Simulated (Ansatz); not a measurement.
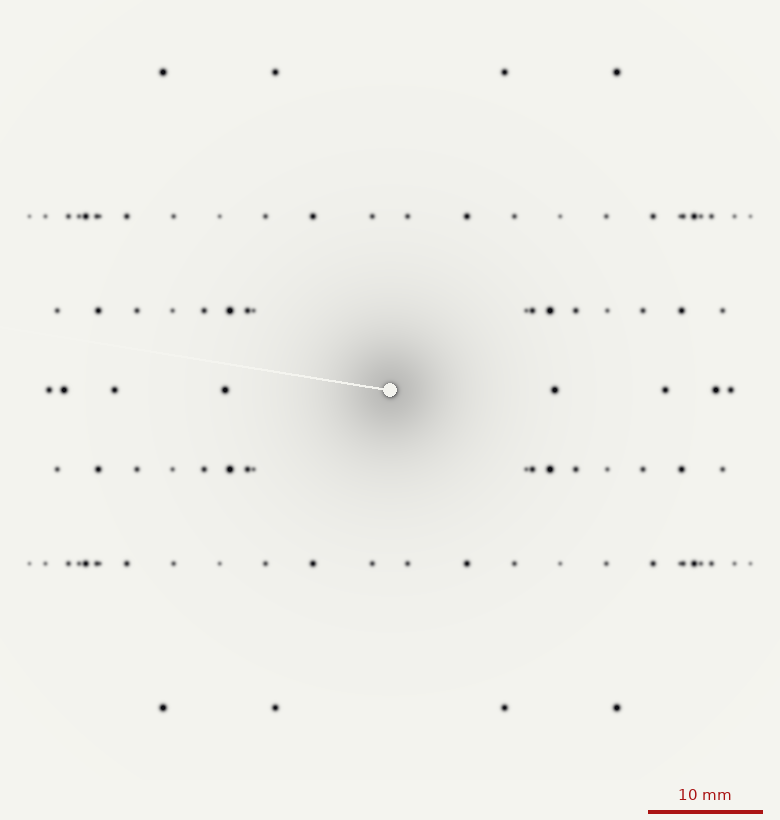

Simulated X-ray rotation photograph: Cu Kα radiation (λ = 1.5418 Å), cylindrical film of radius 30.0 mm unrolled, rotation axis vertical and normal to the beam, kinematic intensities without Lorentz or polarisation factors, the film spanning ±63° about the beam; spots down to d = 1.45 Å.

Measure the layer lines and find the identity period along the axis.

The first layer line lies 7.0 mm from the equator, so tan ν = 0.234, sin ν = 0.228 and the period is λ/sin ν = 6.76 Å. Further lines follow at 15.4, 28.1 mm.

The crystal is Ca, space group P6_3/mmc (No. 194), a = 3.91 Å, c = 12.81 Å (hexagonal axes). Structure: coordinates from a relaxation with DFT, PBE, plane waves (420 eV) with PAW, scalar-relativistic in Ansatz; the starting structure was generated, so it need not be a known form of this composition.

About which axis was it rotated?

About [210] (or an equivalent direction), whose length in the conventional cell is 6.765 Å.
